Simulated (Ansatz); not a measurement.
## Two runs on Si

System: Si (Fd-3m, 2 atoms in the cell).
Method of run A: Kohn-Sham DFT of a periodic cell, revPBE with D3(BJ), all-electron LAPW, scalar-relativistic, no spin polarisation (Ansatz 0.2.0).

The structure derives from a Materials Project entry. Text and figures count atoms from 1; the logs count them from 0 in places.

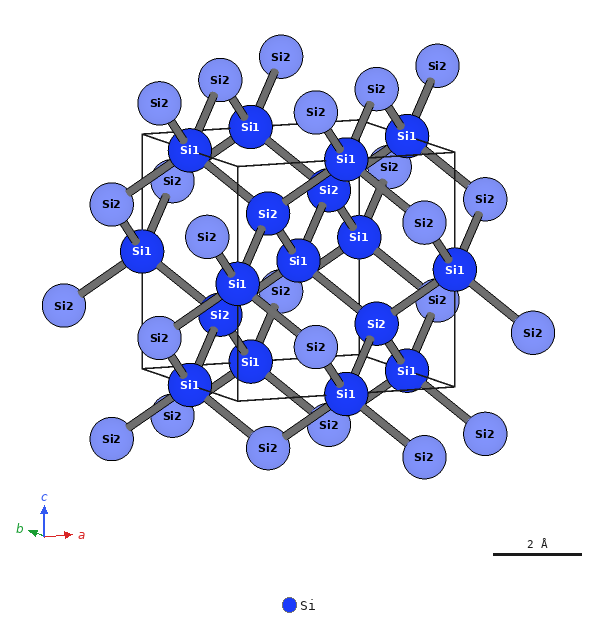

Fig. 1: The starting structure (ball-and-stick view of the cell 4 times as large as that of the calculation, set on its symmetry axes, seen slightly off an axis; neighbours outside the cell are drawn fainter; atoms are numbered from 1 in the order of the input). Near neighbours in the crystal (not all of them lie inside the picture): Si has 4 Si at 2.36 Å.

## Input file, run A
```yaml
crystal:
  lattice:
    - [0.0, 2.7218511865, 2.7218511865]
    - [2.7218511865, 0.0, 2.7218511865]
    - [2.7218511865, 2.7218511865, 0.0]
  atoms:
    - { symbol: Si, position: [0.5, 0.5, 0.5] }
    - { symbol: Si, position: [0.75, 0.75, 0.75] }
kpoints:
  mp_grid: { grid: [8, 8, 8] }
scf:
  occupations: { method: fermi_dirac, width: 0.05 }
hamiltonian:
  xc: revpbe
  dispersion: d3bj
  pseudopotentials: { kind: all_electron, lapw: { basis_error: 0.001 } }
output:
  forces: true
  stress: true
relax:
  f_tol: 0.005
  max_steps: 60
  cell: {}
```

Command:
```bash
ansatz run input.yaml --threads 1 --pin off --max-ram 3072MiB --backend cpu --events-out ev --progress --plain --runs-dir out
```

Hardware: 1 thread of Arm Neoverse V1, 24 GiB of memory available, shared host.

## Output, shortened to warnings, some set-up lines, iterations and results (run A)
```
Basis set: ecut = 238.85857647873434 eV, 331 PW (Γ), exchange–correlation at level 2
Symmetry: 48 space group operations
k-points: 29 of 512
Initial density: superposition of atomic densities (chi_scale 0.1, normalization cell)
[...]
SCF iter   1: F=—  HF=-15790.334050 eV  |F-HF|=—  |Δ(HF+E_count)|=         —  Δρ=4.20e-2  dr2=7.31e-1  ethr=3.03e-3  ⟨swp⟩=2.0  Hψ=3289  notcnv=0
SCF iter   2: F=—  HF=-15790.212042 eV  |F-HF|=—  |Δ(HF+E_count)|=   1.22e-1  Δρ=1.83e-2  dr2=1.21e-1  ethr=3.03e-3  ⟨swp⟩=2.0  Hψ=1278  notcnv=0
SCF iter   3: F=—  HF=-15790.197671 eV  |F-HF|=—  |Δ(HF+E_count)|=   1.44e-2  Δρ=1.27e-3  dr2=3.77e-4  ethr=1.62e-6  ⟨swp⟩=3.0  Hψ=2319  notcnv=0
SCF iter   4: F=—  HF=-15790.198227 eV  |F-HF|=—  |Δ(HF+E_count)|=         —  Δρ=1.59e-4  dr2=6.92e-6  ethr=1.57e-6  ⟨swp⟩=3.0  Hψ=1263  notcnv=0
SCF iter   5: F=—  HF=-15790.198253 eV  |F-HF|=—  |Δ(HF+E_count)|=   2.65e-5  Δρ=3.78e-5  dr2=5.63e-7  ethr=2.89e-8  ⟨swp⟩=3.1  Hψ=1287  notcnv=0
[... 13 lines ...]
relax step   3: F+E_penalty+E_count = -15790.20674809 eV  Δ(F+E_penalty+E_count) = -6.721e-4 eV  max|allowed force component| = 4.626e-17 eV/Å  Δτ_max = 0.0000 Å  P = +0.046 …
SCF iter   1: F=—  HF=-15790.206748 eV  |F-HF|=—  |Δ(HF+E_count)|=         —  Δρ=1.52e-5  dr2=7.31e-8  ethr=3.05e-10  ⟨swp⟩=4.5  Hψ=2333  notcnv=0
SCF iter   2: F=-15790.206749 eV  HF=-15790.206749 eV  |F-HF|=5.15e-8  |Δ(HF+E_count)|=   1.16e-7  Δρ=8.50e-6  dr2=2.37e-8  ethr=3.05e-10  ⟨swp⟩=3.0  Hψ=1234  notcnv=0
SCF 4 converged in 2 iterations: F = -15790.206749 eV  dr2 = 2.37e-8
relax step   4: F+E_penalty+E_count = -15790.20674861 eV  Δ(F+E_penalty+E_count) = -5.177e-7 eV  max|allowed force component| = 3.816e-17 eV/Å  Δτ_max = 0.0000 Å  P = +0.046 …
basis re-selected at this cell: Δ(F+E_penalty+E_count) = -5.177e-7 eV, ΔP = -0.000 GPa vs the last step (what re-selecting the basis moved, after the strain that the cell walked since its last selection, with what the two solves' SCF thresholds leave and, on support functions, any second-order …
SCF converged after 2 iterations
Free energy (F): -15790.206749 eV
Harris-Foulkes:  -15790.206749 eV  (|F-HF|=5.15e-8)
Internal energy: -15790.206721 eV  (E = F + TS)
E sigma→0 (E₀):  -15790.206735 eV
Entropy (-TS):   -0.000028 eV (-0.014 meV/atom)
Fermi energy:    8.056448 eV
--- Per-component energies (eV) ---
  E_band       = -1467.110646
  E_kinetic    = 15836.912119
  E_xc         = -1141.384377
  E_electrostatic = -30484.478321  (all electrons and nuclei)
  E_disp       = -1.256143  (pairwise vdW)
  E_smearing   = -0.000028  (= −TS)
  E_closure    = 0.000000  (closes the sum)
  E_atoms      = -15778.680915  (free atoms, spherical and without spin; not in F)
  Σ components = -15790.206749   (vs F -15790.206749, Δ=0.00e0)
  Basis errors (estimates in eV, not in F): energy 5.0e-4 per atom: plane waves 4.6e-4 (2.8e-4 summed), levels above the bands 1.8e-32, relativity 1.2e-8, radial functions 3.5e-5, core shells 2.2e-13; eigenvalues (radial functions only) 4.0e-7; not estimated: angular momenta, meshes, grids; target …
--- Forces (eV/Å), atoms counted from 1 ---
  atom   1  Si     0.00000000     0.00000000     0.00000000
  atom   2  Si    -0.00000000    -0.00000000    -0.00000000
  max |Σ_I F_I| component: 1.16e-17 eV/Å
--- Stress (GPa, compression-positive) ---
        0.045852      -0.000000      -0.000000
       -0.000000       0.045852      -0.000000
       -0.000000      -0.000000       0.045852
  P = ⅓ Tr σ = 0.0459 GPa (0.459 kbar)
--- Relaxed structure (3 steps of the walk, 3 accepted, 1 SCFs on fresh bases) ---
  F+E_penalty+E_count = -15790.20674861 eV   max|allowed force component| = 3.816e-17 eV/Å   (the final SCF, on the basis selected at the relaxed cell)
  cell:  # Å, volume = 39.2123 Å³
    - [-4.076297626316472e-34, 2.6964820808965007, 2.6964820808965007]
    - [2.6964820808965007, -7.388289447698606e-34, 2.6964820808965007]
    - [2.6964820808965007, 2.6964820808965007, -5.859677837829928e-34]
  atoms:
    - { symbol: Si, position: [0.49999999999999994, 0.49999999999999994, 0.49999999999999994] }
[...]
```

Run B used a changed input.

## The two runs side by side

| quantity | run A | run B |
| --- | --- | --- |
| outcome | converged | converged |
| free energy per atom (eV) | −7895.1034 | −7894.4931 |
| pressure (GPa) | 0.05 | 0.03 |
| volume per atom (Å³) | 19.61 | 20.72 |
| largest force (eV/Å) | 0.000 | 0.000 |
| SCF iterations | 15 | 15 |
| irreducible k-points | 29 | 29 |
| wall time (shared host) | 7.6 s | 7.7 s |

Which change of the input explains these differences?

The change (lines with − go, lines with + come):
```diff
-  dispersion: d3bj
```

The total energies belong to different models, so their difference says nothing on which is more stable or more accurate. The volume per atom goes from 19.61 to 20.72 Å³. The number of SCF iterations is the same.

## Output, shortened to warnings, some set-up lines, iterations and results (run B)
```
Basis set: ecut = 238.85857647873434 eV, 331 PW (Γ), exchange–correlation at level 2
Symmetry: 48 space group operations
k-points: 29 of 512
Initial density: superposition of atomic densities (chi_scale 0.1, normalization cell)
[...]
SCF iter   1: F=—  HF=-15789.113540 eV  |F-HF|=—  |Δ(HF+E_count)|=         —  Δρ=4.20e-2  dr2=7.31e-1  ethr=3.03e-3  ⟨swp⟩=2.0  Hψ=3289  notcnv=0
SCF iter   2: F=—  HF=-15788.991532 eV  |F-HF|=—  |Δ(HF+E_count)|=   1.22e-1  Δρ=1.83e-2  dr2=1.21e-1  ethr=3.03e-3  ⟨swp⟩=2.0  Hψ=1278  notcnv=0
SCF iter   3: F=—  HF=-15788.977160 eV  |F-HF|=—  |Δ(HF+E_count)|=   1.44e-2  Δρ=1.27e-3  dr2=3.77e-4  ethr=1.62e-6  ⟨swp⟩=3.0  Hψ=2319  notcnv=0
SCF iter   4: F=—  HF=-15788.977717 eV  |F-HF|=—  |Δ(HF+E_count)|=         —  Δρ=1.59e-4  dr2=6.92e-6  ethr=1.57e-6  ⟨swp⟩=3.0  Hψ=1263  notcnv=0
SCF iter   5: F=—  HF=-15788.977743 eV  |F-HF|=—  |Δ(HF+E_count)|=   2.65e-5  Δρ=3.78e-5  dr2=5.63e-7  ethr=2.89e-8  ⟨swp⟩=3.1  Hψ=1287  notcnv=0
[... 13 lines ...]
relax step   3: F+E_penalty+E_count = -15788.98622511 eV  Δ(F+E_penalty+E_count) = -5.253e-4 eV  max|allowed force component| = 9.252e-18 eV/Å  Δτ_max = 0.0000 Å  P = +0.026 …
SCF iter   1: F=—  HF=-15788.986224 eV  |F-HF|=—  |Δ(HF+E_count)|=         —  Δρ=1.11e-5  dr2=4.51e-8  ethr=1.88e-10  ⟨swp⟩=4.7  Hψ=2344  notcnv=0
SCF iter   2: F=-15788.986224 eV  HF=-15788.986224 eV  |F-HF|=3.61e-8  |Δ(HF+E_count)|=   8.74e-8  Δρ=6.29e-6  dr2=1.49e-8  ethr=1.88e-10  ⟨swp⟩=3.0  Hψ=1245  notcnv=0
SCF 4 converged in 2 iterations: F = -15788.986224 eV  dr2 = 1.49e-8
relax step   4: F+E_penalty+E_count = -15788.98622444 eV  Δ(F+E_penalty+E_count) = +6.664e-7 eV  max|allowed force component| = 1.619e-17 eV/Å  Δτ_max = 0.0000 Å  P = +0.026 …
basis re-selected at this cell: Δ(F+E_penalty+E_count) = +6.664e-7 eV, ΔP = +0.000 GPa vs the last step (what re-selecting the basis moved, after the strain that the cell walked since its last selection, with what the two solves' SCF thresholds leave and, on support functions, any second-order …
SCF converged after 2 iterations
Free energy (F): -15788.986224 eV
Harris-Foulkes:  -15788.986224 eV  (|F-HF|=3.61e-8)
Internal energy: -15788.986213 eV  (E = F + TS)
E sigma→0 (E₀):  -15788.986219 eV
Entropy (-TS):   -0.000012 eV (-0.006 meV/atom)
Fermi energy:    7.462401 eV
--- Per-component energies (eV) ---
  E_band       = -1482.642189
  E_kinetic    = 15833.107728
  E_xc         = -1140.445777
  E_electrostatic = -30481.648163  (all electrons and nuclei)
  E_smearing   = -0.000012  (= −TS)
  E_closure    = 0.000000  (closes the sum)
  E_atoms      = -15778.680915  (free atoms, spherical and without spin; not in F)
  Σ components = -15788.986224   (vs F -15788.986224, Δ=0.00e0)
  Basis errors (estimates in eV, not in F): energy 4.4e-4 per atom: plane waves 4.1e-4 (2.5e-4 summed), levels above the bands 1.1e-26, relativity 1.2e-8, radial functions 3.2e-5, core shells 1.8e-13; eigenvalues (radial functions only) 3.6e-7; not estimated: angular momenta, meshes, grids; target …
--- Forces (eV/Å), atoms counted from 1 ---
  atom   1  Si    -0.00000000    -0.00000000     0.00000000
  atom   2  Si     0.00000000    -0.00000000    -0.00000000
  max |Σ_I F_I| component: 1.85e-17 eV/Å
--- Stress (GPa, compression-positive) ---
        0.026108      -0.000000      -0.000000
       -0.000000       0.026108      -0.000000
       -0.000000      -0.000000       0.026108
  P = ⅓ Tr σ = 0.0261 GPa (0.261 kbar)
--- Relaxed structure (3 steps of the walk, 3 accepted, 1 SCFs on fresh bases) ---
  F+E_penalty+E_count = -15788.98622444 eV   max|allowed force component| = 1.619e-17 eV/Å   (the final SCF, on the basis selected at the relaxed cell)
  cell:  # Å, volume = 41.4346 Å³
    - [-3.885221175082888e-34, 2.746488857491754, 2.746488857491754]
    - [2.746488857491754, -1.3375351586350924e-34, 2.746488857491754]
    - [2.746488857491754, 2.746488857491754, 5.413832784951565e-35]
  atoms:
    - { symbol: Si, position: [0.5, 0.5, 0.5] }
    - { symbol: Si, position: [0.7499999999999999, 0.7499999999999999, 0.7499999999999999] }
```
